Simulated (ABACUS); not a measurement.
## C: band-structure run (part 2 of 2)

The same run, continued: C (Fd-3m, 2 atoms in the cell); Kohn-Sham DFT of a periodic cell, TM, SG15 ONCV 1.2 PBE, no spin polarisation (ABACUS 3.10.1); cutoff 1292.54 eV, 8×8×8 k-mesh, fermi-dirac of 0.05 eV. The structure derives from an entry of the Crystallography Open Database.

Geometry of the input (Å; fractional positions):
```
0.0000  1.7834  1.7834
1.7834  0.0000  1.7834
1.7834  1.7834  0.0000
C  0.2500  0.2500  0.2500
C  0.0000  0.0000  0.0000
```

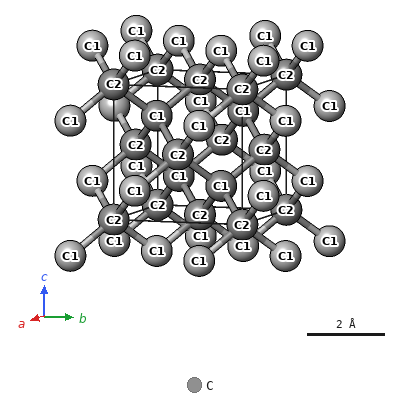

The input geometry (ball-and-stick view of the cell 4 times as large as that of the calculation, set on its symmetry axes, seen slightly off an axis; neighbours outside the cell are drawn fainter; atoms are numbered from 1 in the order of the input).

### Log, continued
```
(for optimal symmetric configuration:)
                             BRAVAIS TYPE = 3
                     BRAVAIS LATTICE NAME = 03. Cubic F (face-centered)
                                    ibrav = 3
                                    IBRAV = 3
                                  BRAVAIS = FACE CENTERED CUBIC
                       LATTICE CONSTANT A = 3.56674
Original cell was already a primitive cell.
                        ROTATION MATRICES = 48
              PURE POINT GROUP OPERATIONS = 24
                   SPACE GROUP OPERATIONS = 48
                                       C2 = 3
                                       C3 = 8
                                       C4 = 0
                                       C6 = 0
                                       S1 = 6
                                       S3 = 0
                                       S4 = 6
                                       S6 = 0
                              POINT GROUP = T_d
               POINT GROUP IN SPACE GROUP = O_h

 SETUP K-POINTS
                                    nspin = 1
                   Input type of k points = Monkhorst-Pack(Gamma)
                                   nkstot = 512
                       right hand lattice = 1
(for reciprocal lattice: )
                             BRAVAIS TYPE = 2
                     BRAVAIS LATTICE NAME = 02. Cubic I (body-centered)
                                    ibrav = 2
                       right hand lattice = 1
(for k-lattice: )
                             BRAVAIS TYPE = 2
                     BRAVAIS LATTICE NAME = 02. Cubic I (body-centered)
                                    ibrav = 2
                       right hand lattice = 1
                        ROTATION MATRICES = 48
                               nkstot_ibz = 29
K-POINTS REDUCTION ACCORDING TO SYMMETRY
     IBZ    DIRECT_X    DIRECT_Y    DIRECT_Z  WEIGHT  ibz2bz
       1  0.00000000  0.00000000  0.00000000  0.0020       0
       2  0.12500000  0.12500000  0.12500000  0.0156       1
       3  0.25000000  0.25000000  0.25000000  0.0156       2
       4  0.37500000  0.37500000  0.37500000  0.0156       3
       5  0.50000000  0.50000000  0.50000000  0.0078       4
       6  0.12500000  0.12500000  0.00000000  0.0117       9
       7  0.25000000  0.25000000  0.12500000  0.0469      10
       8  0.37500000  0.37500000  0.25000000  0.0469      11
       9  0.50000000  0.50000000  0.37500000  0.0469      12
      10  0.50000000  0.37500000  0.37500000  0.0469      13
      11  0.37500000  0.25000000  0.25000000  0.0469      14
      12  0.12500000  0.12500000  0.25000000  0.0234      15
      13  0.25000000  0.25000000  0.00000000  0.0117      18
      14  0.37500000  0.37500000  0.12500000  0.0469      19
      15  0.50000000  0.50000000  0.25000000  0.0469      20
      16 -0.37500000  0.37500000  0.37500000  0.0469      21
      17  0.50000000  0.25000000  0.25000000  0.0234      22
      18  0.37500000  0.37500000  0.00000000  0.0117      27
      19  0.50000000  0.50000000  0.12500000  0.0469      28
      20 -0.25000000  0.37500000  0.37500000  0.0234      29
      21  0.50000000  0.50000000  0.00000000  0.0059      36
      22  0.37500000  0.25000000  0.12500000  0.0469      83
      23  0.50000000  0.37500000  0.25000000  0.0938      84
      24  0.50000000  0.37500000 -0.37500000  0.0469      85
      25  0.50000000  0.37500000  0.12500000  0.0469      92
      26  0.50000000  0.37500000 -0.25000000  0.0938      93
      27 -0.37500000  0.37500000  0.25000000  0.0469      94
      28 -0.12500000  0.50000000  0.37500000  0.0234     101
      29  0.50000000  0.25000000 -0.25000000  0.0117     166

                               nkstot now = 29
[... K-POINTS DIRECT COORDINATES: 29 rows ...]

           k-point number in this process = 8
       minimum distributed K point number = 7
[... stars of the k points ...]

[... K-POINTS CARTESIAN COORDINATES: 8 rows ...]

[... K-POINTS DIRECT COORDINATES: 8 rows ...]

 SETUP PLANE WAVES FOR WAVE FUNCTIONS
     energy cutoff for wavefunc (unit:Ry) = 95
              fft grid for wave functions = [ 30, 30, 30 ]
                    number of plane waves = 1471
                         number of sticks = 169

 PARALLEL PW FOR WAVE FUNCTIONS
     PROC   COLUMNS(POT)             PW
        1            169           1471
 --------------- sum -------------------
        1            169           1471

 SETUP NONLOCAL PSEUDOPOTENTIALS IN PLANE WAVE BASIS
 C non-local projectors:
 projector 1 L=0
 projector 2 L=0
 projector 3 L=1
 projector 4 L=1
      TOTAL NUMBER OF NONLOCAL PROJECTORS = 16

 Init Non-Local PseudoPotential table :
 Init Non-Local-Pseudopotential done.

                                     npwx = 1243

 -------------------------------------------
 SELF-CONSISTENT
 -------------------------------------------
                                 init_chg = atomic

 PW ALGORITHM --------------- ION=   1  ELEC=   1--------------------------------

 Density error is 0.099722532505
                          Error Threshold = 0.01
----------------------------------------------------------
     Energy           Rydberg                 eV
----------------------------------------------------------
 E_KohnSham     -22.7297242871       -309.2537642733
 E_Harris       -22.2075753809       -302.1495639451
 E_Fermi        1.1403706505         15.5155386784
----------------------------------------------------------

 PW ALGORITHM --------------- ION=   1  ELEC=   2--------------------------------

 Density error is 0.00572544782351
                          Error Threshold = 0.00124653165631
----------------------------------------------------------
     Energy           Rydberg                 eV
----------------------------------------------------------
 E_KohnSham     -22.7448088182       -309.4589998479
 E_Harris       -22.6451009628       -308.1024048791
 E_Fermi        1.1587944336         15.7662071071
----------------------------------------------------------

 PW ALGORITHM --------------- ION=   1  ELEC=   3--------------------------------

 Density error is 2.83818891467e-05
                          Error Threshold = 7.15680977939e-05
----------------------------------------------------------
     Energy           Rydberg                 eV
----------------------------------------------------------
 E_KohnSham     -22.7452930530       -309.4655882011
 E_Harris       -22.7479350428       -309.5015343164
 E_Fermi        1.1678331257         15.8891848220
----------------------------------------------------------

 PW ALGORITHM --------------- ION=   1  ELEC=   4--------------------------------

 Density error is 9.47279112321e-07
                          Error Threshold = 3.54773614334e-07
----------------------------------------------------------
     Energy           Rydberg                 eV
----------------------------------------------------------
 E_KohnSham     -22.7453013247       -309.4657007428
 E_Harris       -22.7456023032       -309.4697957653
 E_Fermi        1.1680200933         15.8917286469
----------------------------------------------------------

 PW ALGORITHM --------------- ION=   1  ELEC=   5--------------------------------

 Density error is 7.47768972656e-09
                          Error Threshold = 1.1840988904e-08
----------------------------------------------------------
     Energy           Rydberg                 eV
----------------------------------------------------------
 E_KohnSham     -22.7453013991       -309.4657017551
 E_KS(sigma->0) -22.7453013991       -309.4657017551
 E_Harris       -22.7451675552       -309.4638807149
 E_band         2.5436686953         34.6083880802
 E_one_elec     7.9862993760         108.6591774478
 E_Hartree      1.9058472686         25.9303823712
 E_xc           -7.0627595567        -96.0937735749
 E_Ewald        -25.5746884871       -347.9614879992
 E_entropy(-TS) -0.0000000000        -0.0000000000
 E_descf        0.0000000000         0.0000000000
 E_exx          0.0000000000         0.0000000000
 E_Fermi        1.1680631947         15.8923150716
----------------------------------------------------------

 charge density convergence is achieved
 final etot is -309.46570176 eV
 EFERMI = 15.892315072 eV

 STATE ENERGY(eV) AND OCCUPATIONS    NSPIN == 1
 1/8 kpoint (Cartesian) = 0.0000 0.0000 0.0000 (1243 pws)
       1       -8.21083     0.00390625
       2        13.3344     0.00390625
       3        13.3344     0.00390625
       4        13.3344     0.00390625
       5        19.0460    1.58212e-30
       6        19.0460    1.58212e-30
       7        19.0460    1.58212e-30
       8        27.0471        0.00000
       9        32.1945        0.00000
      10        40.0742        0.00000
      11        40.0742        0.00000
      12        40.6847        0.00000
      13        40.6847        0.00000
      14        40.6847        0.00000

 2/8 kpoint (Cartesian) = 0.035046 0.035046 0.035046 (1209 pws)
       1       -7.77821      0.0312500
       2        10.9178      0.0312500
       3        12.6802      0.0312500
       4        12.6802      0.0312500
       5        19.9092    4.02185e-37
       6        19.9092    4.02185e-37
       7        20.3345    8.13162e-41
       8        27.3630        0.00000
       9        32.8623        0.00000
      10        36.8356        0.00000
      11        36.8356        0.00000
      12        39.3154        0.00000
      13        45.6897        0.00000
      14        45.6897        0.00000

 3/8 kpoint (Cartesian) = 0.070092 0.070092 0.070092 (1203 pws)
       1       -6.49343      0.0312500
       2        6.72337      0.0312500
       3        11.5794      0.0312500
       4        11.5794      0.0312500
       5        21.2584    7.68166e-49
       6        21.2584    7.68166e-49
       7        21.6451    3.36338e-52
       8        28.1397        0.00000
       9        33.6903        0.00000
      10        35.7486        0.00000
      11        35.7486        0.00000
      12        38.4802        0.00000
      13        52.3310        0.00000
      14        52.3310        0.00000

 4/8 kpoint (Cartesian) = 0.10514 0.10514 0.10514 (1191 pws)
       1       -4.42421      0.0312500
       2        2.62438      0.0312500
       3        10.7900      0.0312500
       4        10.7900      0.0312500
       5        21.8517    5.40219e-54
       6        21.8517    5.40219e-54
       7        22.2444    2.09365e-57
       8        28.7596        0.00000
       9        34.2221        0.00000
      10        37.3715        0.00000
      11        37.3715        0.00000
      12        38.1424        0.00000
      13        50.7017        0.00000
      14        50.7017        0.00000

 5/8 kpoint (Cartesian) = 0.14018 0.14018 0.14018 (1194 pws)
       1       -2.42780      0.0156250
       2     -0.0827205      0.0156250
       3        10.5148      0.0156250
       4        10.5148      0.0156250
       5        21.9215    6.67639e-55
       6        21.9215    6.67639e-55
       7        22.4140    3.52283e-59
       8        28.8996        0.00000
       9        34.9331        0.00000
      10        37.4137        0.00000
      11        39.3046        0.00000
      12        39.3046        0.00000
      13        47.4904        0.00000
      14        47.4904        0.00000

 6/8 kpoint (Cartesian) = 0.0000 0.0000 0.070092 (1211 pws)
       1       -7.63418      0.0234375
       2        11.6038      0.0234375
       3        11.6038      0.0234375
       4        12.0154      0.0234375
       5        18.6172    5.03355e-26
       6        21.2762    4.03988e-49
       7        21.2762    4.03988e-49
       8        26.9281        0.00000
       9        33.1597        0.00000
      10        34.0945        0.00000
      11        40.8095        0.00000
      12        42.0193        0.00000
      13        42.0193        0.00000
      14        45.0204        0.00000

[... levels at 2 further k points ...]

------------------------------------------------------------------------------------------
 TOTAL-FORCE (eV/Angstrom)
------------------------------------------------------------------------------------------
                        C1         0.0000000000         0.0000000000         0.0000000000
                        C2         0.0000000000         0.0000000000         0.0000000000
------------------------------------------------------------------------------------------

----------------------------------------------------------------
 TOTAL-STRESS (KBAR)
----------------------------------------------------------------
       -49.4030369867         0.0000000000        -0.0000000000
         0.0000000000       -49.4030369867        -0.0000000000
         0.0000000000        -0.0000000000       -49.4030369867
----------------------------------------------------------------
 TOTAL-PRESSURE: -49.403037 KBAR

 --------------------------------------------
 !FINAL_ETOT_IS -309.4657017550765090 eV
 --------------------------------------------
```

### Standard output
```
ABACUS v3.10.1

               Atomic-orbital Based Ab-initio Computation at UStc

 dft_functional readin is: MGGA_X_TM+MGGA_C_TM
 dft_functional in pseudopot file is: PBE
 Please make sure this is what you need
 UNIFORM GRID DIM        : 30 * 30 * 30
 UNIFORM GRID DIM(BIG)   : 30 * 30 * 30
func,idMGGA_X_TM 540
func,idMGGA_C_TM 251
 ---------------------------------------------------------
 Self-consistent calculations for electrons
 ---------------------------------------------------------
 SPIN    KPOINTS         PROCESSORS  THREADS
 1       29              4           4
 ---------------------------------------------------------
 Use plane wave basis
 ---------------------------------------------------------
 ELEMENT NATOM       XC
 C       2
 ---------------------------------------------------------
 Initial plane wave basis and FFT box
 ---------------------------------------------------------
 -------------------------------------------
 SELF-CONSISTENT :
 -------------------------------------------
 START CHARGE      : atomic
 ITER       ETOT/eV          EDIFF/eV         DRHO         DKIN     TIME/s
 DA1     -3.09253764e+02   0.00000000e+00   9.9723e-02   2.3586e-01   1.20
 DA2     -3.09459000e+02  -2.05235575e-01   5.7254e-03   2.2105e-02   0.66
 DA3     -3.09465588e+02  -6.58835315e-03   2.8382e-05   1.4457e-03   0.64
 DA4     -3.09465701e+02  -1.12541725e-04   9.4728e-07   9.4537e-04   0.72
 DA5     -3.09465702e+02  -1.01229060e-06   7.4777e-09   9.1458e-04   0.60
----------------------------------------------------------------
 TOTAL-STRESS (KBAR)
----------------------------------------------------------------
       -49.4030369867         0.0000000000        -0.0000000000
         0.0000000000       -49.4030369867        -0.0000000000
         0.0000000000        -0.0000000000       -49.4030369867
----------------------------------------------------------------
 TOTAL-PRESSURE: -49.403037 KBAR
```
